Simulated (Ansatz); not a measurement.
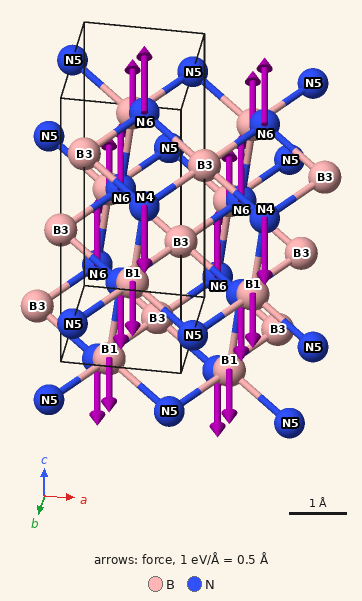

Starting geometry of crystalline BN (a generated structure, set up in Pmmm) (coarse preliminary run) with the computed forces as purple arrows. Style: ball-and-stick. Shown: the cell of the calculation, repeated 2 × 2 × 1 with one cell outlined, from a free direction.

Level of theory: Ansatz, DFT PBE, scalar-relativistic, plane waves, PAW. Set-up: plane-wave cutoff 420 eV; k-point mesh 8 × 8 × 4; occupations gaussian; smearing width 0.1 eV; no spin polarisation; cell and atoms relaxed; force threshold 0.04 eV/Å; at most 70 steps.

### What follows when this structure is relaxed?

It isn't relaxed: the largest force vector, on N atoms, is 2.88 eV/Å. The atoms end up moving mostly along the starting forces (cosine between the two patterns 0.98). The largest moves relative to the cell, 0.060 Å, are those of B atoms. Largest moves by element: B 0.060 Å, N 0.049 Å. Cell: a 2.174 → 2.449 Å (+12.7 %), b 2.454 → 2.571 Å (+4.8 %), c 5.669 → 6.003 Å (+5.9 %). Volume +25.0 %. Among the contacts that change: B–N 1.483 → 1.658 Å, B–N 1.483 → 1.586 Å, B–N 1.473 → 1.555 Å. Among the angles between lasting bonds that change: N–B–N 94.2° → 101.1°, B–N–B 85.8° → 78.9°, B–N–B 94.2° → 101.1°. The space group stays Pmmm (No. 47). Over 7 accepted moves (9 points after the start) the energy falls by 492 meV per atom. The largest force component goes from 2.9 to 0.0065 eV/Å. Pressure: 118.46 GPa at the start and 0.07 GPa at the end. At 2 points the geometry stayed and the basis and grid were re-selected for the new cell (energy shift of 21.7 meV per atom at most each time). Cost: 33 s on 1 thread of Arm Neoverse V1, on a shared host, peak memory 0.33 GiB.
